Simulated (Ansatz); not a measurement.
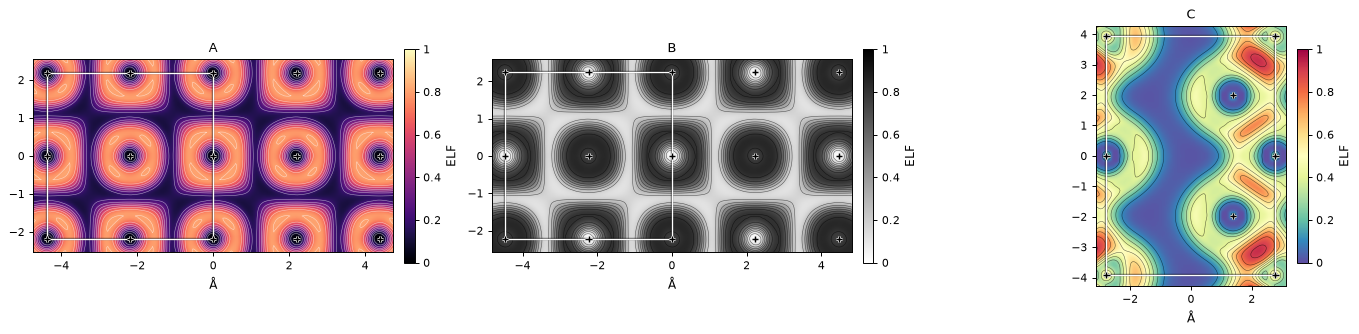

The ELF of 3 systems, each on a plane through atoms (crosses mark nuclei in the plane).

Level of theory: DFT LDA, scalar-relativistic, plane waves, PAW (Ansatz 0.2.0).

System 1: SiGe$_{3}$, the (101) plane of the calculation cell. Space group P-4m2; a generated structure, not necessarily the stable one.

System 2: HfN, the (100) plane of the conventional cell. Space group Fm-3m; computed without spin polarisation.

```cif
data_structure
_symmetry_space_group_name_H-M 'P 1'
_symmetry_Int_Tables_number 1
_cell_length_a 4.4680
_cell_length_b 4.4680
_cell_length_c 4.4680
_cell_angle_alpha 90.000
_cell_angle_beta 90.000
_cell_angle_gamma 90.000
_cell_volume 89.20
loop_
_atom_site_label
_atom_site_type_symbol
_atom_site_fract_x
_atom_site_fract_y
_atom_site_fract_z
_atom_site_occupancy
Hf1 Hf 0.00000 0.00000 0.00000 1
Hf2 Hf 0.50000 0.50000 0.00000 1
Hf3 Hf 0.50000 0.00000 0.50000 1
Hf4 Hf 0.00000 0.50000 0.50000 1
N1 N 0.50000 0.00000 0.00000 1
N2 N 0.00000 0.50000 0.00000 1
N3 N 0.00000 0.00000 0.50000 1
N4 N 0.50000 0.50000 0.50000 1
```

System 3: ZrN, the (010) plane of the conventional cell. Space group Fm-3m; computed pressure about 32 GPa in this cell; computed without spin polarisation.

```
Zr N
1.0
     4.38710    0.00000    0.00000
     0.00000    4.38710    0.00000
     0.00000    0.00000    4.38710
Zr N
4 4
Direct
  0.50000 0.00000 0.00000
  0.00000 0.50000 0.00000
  0.00000 0.00000 0.50000
  0.50000 0.50000 0.50000
  0.00000 0.00000 0.00000
  0.50000 0.50000 0.00000
  0.50000 0.00000 0.50000
  0.00000 0.50000 0.50000
```

Question: Match each panel to its system.

Answer: Panel A is system 3, ZrN: the plane holds Zr and N. Zr–N (2.19 Å): the ELF peaks at about 0.80 in the valence shell of N, 0.6 Å from its nucleus, and drops to about 0.20 between the two atoms; no localised pair shows between them. Panel B is system 2, HfN: the plane holds Hf and N. Hf–N (2.23 Å): the ELF peaks at about 0.80 in the valence shell of N, 0.6 Å from its nucleus, and drops to about 0.15 between the two atoms (no localised pair shows between them). Panel C is system 1, SiGe$_{3}$: the plane holds Si and Ge. Si–Ge (2.39 Å): the ELF peaks at about 0.90 between the atoms; localised, covalent bonding.
